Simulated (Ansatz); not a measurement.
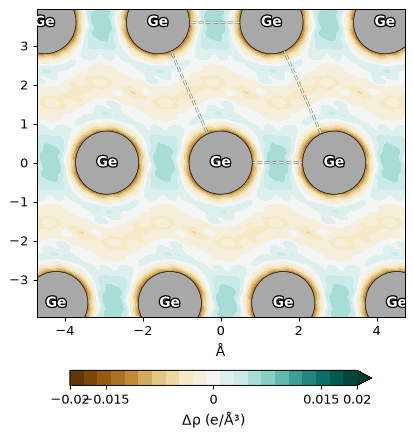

Ge. Difference of the valence pseudo-densities of two functionals at the same geometry, on the (101) plane of the calculation cell: one of LDA and r2SCAN less the other.

Both computed with Ansatz (plane waves, PAW), on the same k-point mesh. Grey discs cover the atomic cores.

Which was subtracted from which, and what does the map show?

Answer. It is r2SCAN less LDA. Against LDA, r2SCAN gives a change of +0.006 e/Å³ at the midpoint of Ge–Ge.
